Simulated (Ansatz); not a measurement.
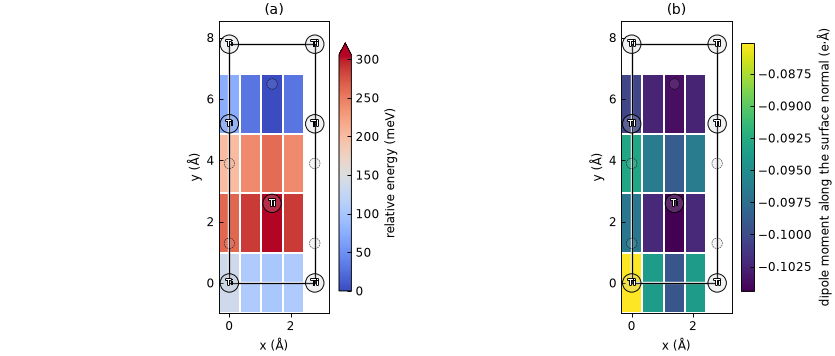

Si on a Ti(110) slab cut from the P6/mmm phase, its upper half relaxed before the scan (18 atoms of substrate and one adsorbate in a 2 × 1 cell). 
- Si is moved over the surface cell at a fixed height above a rigid substrate; the origin of the map has the adsorbate above Ti15; the height is held at 2.50 Å.
- Places are given modulo a cell vector. The map is drawn in real space over the plane of the surface.
- The scan uses a 4 × 4 grid; 12 points were computed and 4 follow by symmetry.
- Places are given in fractions of the 1 × 1 surface cell.
- Energies: meV, counted from the lowest grid point.
- The runs have no spin polarisation, so an open-shell adsorbate far from the surface lies too high. At a fixed height the lowest place need not be the adsorption site.
- Method: DFT PBE+D3(BJ), scalar-relativistic, plane waves, PAW (Ansatz 0.2.0). Settings: cutoff 420 eV, k-mesh 5×4×1, gaussian smearing 0.1 eV, no spin polarisation.

Panel (a) is the energy; panel (b) is the computed dipole moment along the surface normal, in e·Å.

In the figure: one coloured cell a grid point, labelled circles for the atoms of the top layer and small ones for the second layer, the outline of one cell of the plane, one colour for all values above the top of the scale.

**How does the dipole moment along the surface normal vary over the map, and what is it at the lowest grid point?**

It runs from −0.10 e·Å at (2/4, 1/4) of the cell vectors [nearest 1 Ti at 2.64 Å] to −0.09 e·Å at the top site over a surface Ti atom, (0/4, 0/4) of the cell vectors. At the lowest grid point, (2/4, 3/4) of the cell vectors [nearest 2 Ti at 2.93 Å], it is −0.10 e·Å.

PAW datasets: the set soft_1.
